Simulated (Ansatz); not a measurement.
# Al3P5: a trial structure relaxed

Where does this trial cell of Al3P5 go when cell and atoms are let free?

Computed with Ansatz 0.2.0 (DFT PBE, scalar-relativistic, plane waves, PAW, unless a step's input says otherwise).

## Step 1: Starting point

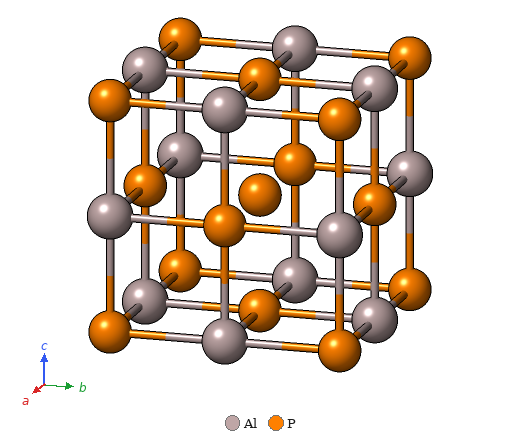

Start, viewed slightly off an axis; aluminium light grey, phosphorus orange. Atoms on the faces are drawn again on the opposite ones.

As a file:

```xyz
8
Lattice="5.4923 0.0000 0.0000 0.0000 5.4923 0.0000 0.0000 0.0000 5.4923" Properties=species:S:1:pos:R:3 pbc="T T T"
Al    2.7461    0.0000    0.0000
Al    0.0000    2.7461    0.0000
Al    0.0000    0.0000    2.7461
P     0.0000    2.7461    2.7461
P     2.7461    0.0000    2.7461
P     2.7461    2.7461    0.0000
P     2.7461    2.7461    2.7461
P     0.0000    0.0000    0.0000
```

A structure generator made this guess: random cell by space group and Wyckoff sites (Pm-3m, No. 221). The dimensions are guesses.

## Step 2: Probe: one point on a coarse mesh

Input file input.yaml:

```yaml
crystal:
  lattice:
    - [5.49229647, 0.0, 0.0]
    - [0.0, 5.49229647, 0.0]
    - [0.0, 0.0, 5.49229647]
  atoms:
    - { symbol: Al, position: [0.5, 0.0, 0.0] }
    - { symbol: Al, position: [0.0, 0.5, 0.0] }
    - { symbol: Al, position: [0.0, 0.0, 0.5] }
    - { symbol: P, position: [0.0, 0.5, 0.5] }
    - { symbol: P, position: [0.5, 0.0, 0.5] }
    - { symbol: P, position: [0.5, 0.5, 0.0] }
    - { symbol: P, position: [0.5, 0.5, 0.5] }
    - { symbol: P, position: [0.0, 0.0, 0.0] }
basis:
  ecutwfc: 420
kpoints:
  mp_grid: { grid: [4, 4, 4] }
hamiltonian:
  xc: pbe
scf:
  occupations: { method: gaussian, width: 0.1 }
  lower_state_search: "off"
output:
  forces: true
  stress: true
  eigenvalues: true
```

The run is started by

```bash
> ansatz run input.yaml --threads 1 --pin off --max-ram 2048MiB --backend cpu --events-out ev --progress --plain --runs-dir out
```

Standard output, shortened:

```text
Warning: RAYON_NUM_THREADS=1 ignored (pool sized by the plan → 1); use --threads N
[...]
Pseudopotentials: kind: paw
Pseudopotential: Al, paw, valence charge 3, recommended cutoff 420 eV (normal), Al.paw.azcp
Pseudopotential: P, paw, valence charge 5, recommended cutoff 420 eV (normal), P.paw.azcp
Functional definition: PBE
[...]
Crystal: 8 atoms, lattice volume = 165.677 Å³
Basis set: ecut = 420 eV, 3239 PW (Γ), exchange–correlation on 80×80×80 points (8 copies of the dense FFT grid, shifted against one another)
Bands: 25, of which v1, the nominal top of the filled ones, is band 17 counted from 1 (16 counted from 0)
Symmetry: 48 space group operations
Space group: Pm-3m (ITA 221), of the structure as read, at distance tolerance 5.5e-5 Å
[...]
Fermi energy:    5.654553 eV
[...]
--- Forces (eV/Å), atoms counted from 1 ---
  atom   1  Al    -0.00000000     0.00000000     0.00000000
  atom   2  Al     0.00000000    -0.00000000    -0.00000000
  atom   3  Al     0.00000000     0.00000000     0.00000000
  atom   4  P      0.00000000    -0.00000000     0.00000000
  atom   5  P     -0.00000000    -0.00000000    -0.00000000
  atom   6  P     -0.00000000     0.00000000    -0.00000000
  atom   7  P      0.00000000    -0.00000000    -0.00000000
  atom   8  P     -0.00000000     0.00000000     0.00000000
[...]
--- Stress (GPa, compression-positive) ---
      -15.161258       0.000000       0.000000
        0.000000     -15.161258       0.000000
        0.000000       0.000000     -15.161258
  P = ⅓ Tr σ = -15.1613 GPa (-151.613 kbar)
--- Band table (eV; the first three rows and the last of 10) ---
[... band rows left out ...]
[...]
```

It took 7.1 s on 1 thread of Intel Xeon Platinum 8259CL at 2.50GHz (Skylake/Cascade Lake), shared host; peak memory 0.42 GiB.

From the probe: pressure -15.2 GPa, largest force 0.00 eV/Å, gap on this mesh none (metal). A cheap, loose relaxation comes first.

(Part 1 of 3 ends here.)
